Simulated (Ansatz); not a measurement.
Single-point calculation of GaN

GaN (P6₃mc, 4 atoms in the cell), computed with DFT, PBE, plane waves, PAW, no spin polarisation (Ansatz 0.2.0).

The structure was built on a prototype by a generator. The geometry comes from this level: r2SCAN. It belongs to a series of runs on one base structure; here: scf.occupations = cold 0.001. Figures and captions count atoms from 1; the log counts them from 0 in places.

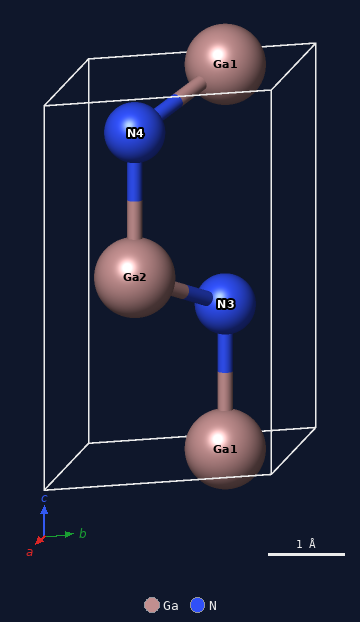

Figure 1. The structure as given in the input (ball-and-stick view of the cell of the calculation, seen slightly off an axis; atoms are numbered from 1 in the order of the input). An atom can appear more than once, as a periodic image. Near neighbours in the periodic cell (some may lie outside the picture): Ga has 4 N at 1.95 Å; N has 4 Ga at 1.95 Å.

Results in brief:

| quantity | value |
| --- | --- |
| outcome | converged |
| space group (tolerance 0.01 Å) | P6₃mc (186) |
| electrons treated | 36 |
| free energy | −8335.8041 eV |
| Fermi energy | 10.732 eV |
| gap on the k-point mesh | 1.93 eV |
| pressure | 6.19 GPa |
| largest force (length of the vector) | 0.005 eV/Å |
| hardware | 4 threads of Arm Neoverse V2, 128 GiB of memory available, shared host |
| wall time | 0.71 s (CPU time 2.1 s) |
| peak memory | 0.33 GiB |

Settings chosen away from the usual ones: scf.occupations = cold 0.001. The cell is under a pressure of 6.2 GPa at this level, so it is not at its equilibrium volume.

Input:
```yaml
crystal:
  lattice:
    - [3.1831493765, 0.0, 0.0]
    - [-1.5915746883, 2.7566882241, 0.0]
    - [0.0, 0.0, 5.18362526]
  atoms:
    - { symbol: Ga, position: [0.3333333333, 0.6666666667, -0.0008868102] }
    - { symbol: Ga, position: [0.6666666667, 0.3333333333, 0.4991131898] }
    - { symbol: "N", position: [0.3333333333, 0.6666666667, 0.3758868102] }
    - { symbol: "N", position: [0.6666666667, 0.3333333333, 0.8758868102] }
kpoints:
  mp_grid: { grid: [6, 6, 4] }
hamiltonian:
  xc: pbe
scf:
  occupations: { method: cold, width: 0.001 }
  n_extra_bands: 5
output:
  forces: true
  stress: true
  eigenvalues: true
```

Command:
```bash
ansatz run input.yaml --threads 4 --pin off --max-ram 3686MiB --backend cpu --events-out ev --progress --plain --runs-dir out
```

Output:
```
scf.n_extra_bands = 5 over 18 filled bands (N_el = 36.0): the run solves 23 bands
Engine: ansatz 0.2.0, aarch64-unknown-linux-gnu
Pseudopotentials: kind: paw
Pseudopotential: Ga, paw, valence charge 13, recommended cutoff 420 eV (normal), Ga.paw.azcp
Pseudopotential: N, paw, valence charge 5, recommended cutoff 420 eV (normal), N.paw.azcp
Functional definition: PBE
  parameter kappa = 0.804
  parameter beta = 0.06672455060314922
  exchange = pbe_x(kappa = kappa, mu = beta*pi^2/3)
  correlation = pbe_c(beta = beta)
Crystal: 4 atoms, lattice volume = 45.486 Å³
Basis set: ecut = 420 eV, 893 PW (Γ), exchange–correlation on 48×48×72 points (8 copies of the dense FFT grid, shifted against one another)
Bands: 23, of which v1, the nominal top of the filled ones, is band 18 counted from 1 (17 counted from 0)
Symmetry: 12 space group operations
Space group: P63mc (ITA 186), of the structure as read, at distance tolerance 3.6e-5 Å
k-points: 21 of 144 (time reversal used)
Non-local potential: Ga, projectors of the file, l = 0: 2, l = 1: 2, l = 2: 3, l = 3: 1
Non-local potential: N, projectors of the file, l = 0: 2, l = 1: 2, l = 2: 1
PAW form: soft (Blöchl's): semilocal exchange-correlation on the pseudo side does not see the compensation charge
PAW one-centre angular grid: Ga, 590 points (default); XC on 64 Gauss nodes
PAW one-centre angular grid: N, 110 points (default); XC on 64 Gauss nodes
Initial density: superposition of atomic densities (neutral atoms: chi_scale 0, normalization atom), corrected by the library's trained network
Initial wavefunctions: pseudopotential atomic-orbital guess
Functional: x = pbe(κ = 0.804, μ = 0.2195149727645171), c = pbe(β = 0.06672455060314922)
SCF iter   1: F=—  HF=-8335.803275 eV  |F-HF|=—  |Δ(HF+E_count)|=         —  Δρ=7.82e-4  dr2=1.31e-4  ethr=1.77e-3  ⟨swp⟩=5.1  Hψ=1998  notcnv=0
preconditioner: auto → Resta (q_TF=auto, 2.624 Å⁻¹)  ε∞=4.7  [insulator: Δε(μ)=1.927 eV  Ē_g=17.239 eV  σ=0.001 eV  W_gap=1.00  n_scr=22 (ndim 8)  ℏωp=33.0 eV  f_vac=0.009  D(μ)=0.00/eV (n_scr^D=0)  ε∞_Penn≈4.7]
SCF iter   2: F=—  HF=-8335.803923 eV  |F-HF|=—  |Δ(HF+E_count)|=   6.48e-4  S|Δr|=    0.00e0  Δρ=3.94e-4  dr2=2.53e-5  ethr=3.63e-7  ⟨swp⟩=3.0  Hψ=1203  notcnv=0  defer=21
SCF iter   3: F=—  HF=-8335.804037 eV  |F-HF|=—  |Δ(HF+E_count)|=   1.14e-4  S|Δr|=    0.00e0  Δρ=1.85e-4  dr2=7.10e-6  ethr=7.03e-8  ⟨swp⟩=2.3  Hψ=918  notcnv=0  defer=21
SCF iter   4: F=—  HF=-8335.804065 eV  |F-HF|=—  |Δ(HF+E_count)|=   2.79e-5  S|Δr|=    0.00e0  Δρ=4.66e-5  dr2=7.68e-7  ethr=1.97e-8  ⟨swp⟩=2.0  Hψ=924  notcnv=0  defer=21
SCF iter   5: F=-8335.804067 eV  HF=-8335.804067 eV  |F-HF|=2.20e-7  |Δ(HF+E_count)|=   1.70e-6  S|Δr|=    0.00e0  Δρ=1.72e-5  dr2=9.76e-8  ethr=2.78e-10  ⟨swp⟩=5.0  Hψ=2230  notcnv=0
SCF 1 converged in 5 iterations: F = -8335.804067 eV  dr2 = 9.76e-8
  greatest PAW one-centre occupation: 0.995 electrons in one spin orbital (limit 2), on the Ga atom at site 1 (counted from 0), in its partial waves of l = 2
```

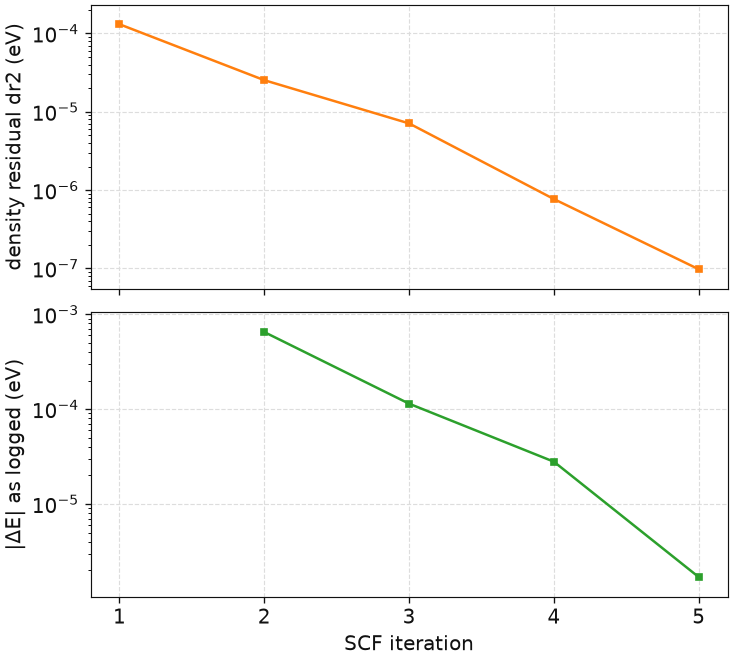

Figure 2. Convergence of the self-consistent field: density residual dr2 and size of the energy change against the SCF iteration. The residual falls at every step.

```
SCF converged after 5 iterations
Stability not checked: this state was not tested for a lower state beside it, because cold or Methfessel-Paxton smearing, or corrected tetrahedra, fill the levels in a way that the test cannot read (fill_not_monotonic; see scf.lower_state_search)
Free energy (F): -8335.804067 eV
Harris-Foulkes:  -8335.804067 eV  (|F-HF|=2.20e-7)
Internal energy: -8335.804067 eV  (E = F + TS)
E sigma→0 (E₀):  -8335.804067 eV
Fermi energy:    10.732302 eV
Step filling:    the computed levels leave a gap of 1.9328 eV = 1932.8 smearing widths at the electron count; against every level under it full and every level over it empty, smearing changes F+E_penalty+E_count by +0.00e0 meV and its σ→0 estimate by +0.00e0 meV
--- Per-component energies (eV) ---
  E_band       = -7.934691
  E_kinetic    = 494.967960
  E_local      = -3897.469535  (includes V_loc(G=0)·N_el)
  E_nonlocal   = 948.879647
  E_hartree    = 1794.577383
  E_xc         = -257.804848
  E_vxc        = -268.562324  (∫ρ·V_xc dr)
  E_paw        = -4240.822425  (= ΣΔE_a)
  E_vpaw       = -874.898046  (= ΣTr[D̂ρ^β])
  E_aug_tail   = 0.000124  (compensation charges beyond the density's cutoff)
  E_ewald      = -3178.132374
  E_smearing   = -0.000000  (= −TS)
  E_closure    = -0.000000  (closes the sum)
  Σ components = -8335.804067   (vs F -8335.804067, Δ=0.00e0)
--- Forces (eV/Å), atoms counted from 1 ---
  atom   1  Ga     0.00000000     0.00000000     0.00455002
  atom   2  Ga    -0.00000000    -0.00000000     0.00455002
  atom   3  N      0.00000000     0.00000000    -0.00453730
  atom   4  N      0.00000000    -0.00000000    -0.00453730
  max |Σ_I F_I| component: 2.54e-5 eV/Å
--- Stress (GPa, compression-positive) ---
        6.181630       0.000000       0.000000
        0.000000       6.181630       0.000000
        0.000000       0.000000       6.198873
  P = ⅓ Tr σ = 6.1874 GPa (61.874 kbar)
--- Band table (eV; the first three rows and the last of 21) ---
  k-point 0: bands = ["-6.2496", "-5.3380", "-3.7266", "-3.7115", "-3.7115", "-3.6500", "-3.6500", "-3.4572", "-3.4572", "-3.3587", "-3.3587", "-2.1071", "2.6883", "8.7280", "8.7280", "9.7264", "9.7652", "9.7652", "11.6980", "14.0441", "18.9809", "19.6884", "19.6884"]
  k-point 1: bands = ["-6.0744", "-5.4118", "-3.7078", "-3.7078", "-3.6691", "-3.6639", "-3.6639", "-3.4379", "-3.4379", "-3.3687", "-3.3687", "-2.6565", "3.7427", "8.2267", "8.8728", "8.8728", "9.6066", "9.6066", "12.8970", "14.1501", "18.5884", "19.3283", "19.7735"]
  k-point 2: bands = ["-5.6885", "-5.6885", "-3.6907", "-3.6907", "-3.6907", "-3.6907", "-3.3988", "-3.3988", "-3.3988", "-3.3988", "-3.3724", "-3.3724", "5.9153", "5.9153", "9.2335", "9.2335", "9.2335", "9.2335", "14.0356", "14.0356", "18.2587", "18.2587", "20.2012"]
  k-point 20: bands = ["-5.1668", "-5.1668", "-3.5913", "-3.5913", "-3.5751", "-3.5751", "-3.4364", "-3.4364", "-3.4124", "-3.4124", "-1.6621", "-1.6621", "3.5890", "3.5890", "5.5561", "5.5561", "8.2848", "8.2848", "16.2029", "16.2029", "17.1009", "17.1009", "18.8394"]
```

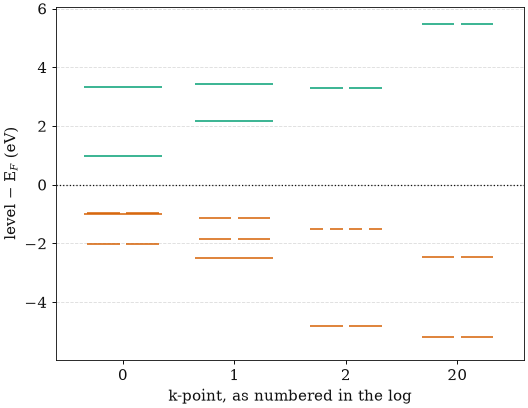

Figure 3. Kohn–Sham levels near the Fermi level (dotted) at the few k-points that the log prints; levels within 0.02 eV of each other stand side by side. Among these points the highest filled and lowest empty levels are 1.93 eV apart, which is the gap on the mesh.
